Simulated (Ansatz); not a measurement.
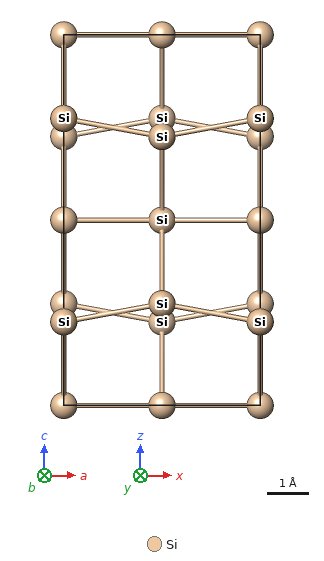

Energy scan for solid Si (Fmmm), in which the cell is strained in shear in the xz plane, with the atoms kept at their fractional coordinates. x, y and z are the Cartesian axes of the input. The picture shows the reference cell. A ball-and-stick model of the conventional cell (4 times the calculation's cell), seen along the b axis. Lengths and directions refer to the drawn axes.

Method: Ansatz, DFT LDA, scalar-relativistic, plane waves, PAW. Settings: plane-wave cutoff 420 eV; k-point mesh 14 × 14 × 14; occupations gaussian; smearing width 0.15 eV; no spin polarisation. Energies (free energies at the smearing named) are counted from the relaxed crystal.

```
CELL_PARAMETERS angstrom
0.00000 2.64735 4.58859
2.43201 0.00000 4.58859
2.43201 2.64735 0.00000
ATOMIC_POSITIONS crystal
Si 0.72972 0.27028 0.72972
Si 0.27028 0.72972 0.27028
Si 0.77443 0.77443 0.22557
Si 0.22557 0.22557 0.77443
```

What energies does the calculation give (the strain: −0.1000, −0.0750, −0.0500, −0.0250, 0.0000, 0.0250, 0.0500, 0.0750, 0.0875, 0.1000)?

Answer.
| engineering shear strain | energy change (meV/atom) |
| --- | --- |
| −0.1000 | 34.8 |
| −0.0750 | 19.8 |
| −0.0500 | 8.7 |
| −0.0250 | 2.2 |
| 0.0000 | 0.0 |
| 0.0250 | 2.2 |
| 0.0500 | 8.7 |
| 0.0750 | 19.8 |
| 0.0875 | 26.9 |
| 0.1000 | 34.8 |

Points that are alike by symmetry were computed once.

The lowest computed point lies at the strain 0.00 (0.0 meV/atom). At the ends of the scan the energy is 34.8 meV/atom (−0.10) and 34.8 meV/atom (0.10). The distortion takes the space group from Fmmm to C2/m. At the strain −0.10 the cell of the drawing goes a 4.864 → 4.870 Å, c 9.177 → 9.189 Å, β 90.0° → 95.7°.

As a plot (hollow markers are points alike by symmetry):

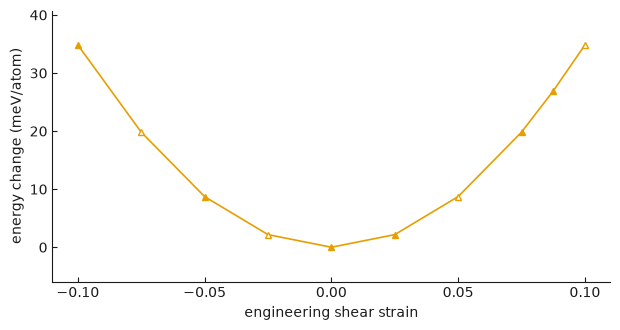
